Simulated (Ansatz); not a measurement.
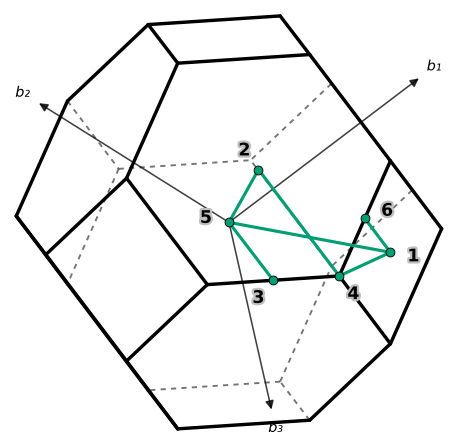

Crystal: InSb, a calculation's input that goes back to an entry of the Crystallography Open Database (an earlier step may have relaxed or displaced it). The first Brillouin zone of a face-centred cubic lattice (cF; extended symbol cF2) is drawn with its special points numbered. All values are computed from the atomic coordinates in the standard setting (tolerance 0.002 Å).

a = 6.478 Å, b = 6.478 Å, c = 6.478 Å, α = 90.00°, β = 90.00°, γ = 90.00°.

Labels and path follow the convention of Hinuma et al. (2017), as computed by seekpath; the arrows show the directions of the reciprocal primitive vectors b₁, b₂, b₃, in which coordinates are given.

**Give the label and coordinates of each numbered point.**

| no. | label | coordinates |
| --- | --- | --- |
| 1 | X | (1/2, 0, 1/2) |
| 2 | L | (1/2, 1/2, 1/2) |
| 3 | K | (3/8, 3/8, 3/4) |
| 4 | W | (1/2, 1/4, 3/4) |
| 5 | Γ | (0, 0, 0) |
| 6 | U | (5/8, 1/4, 5/8) |
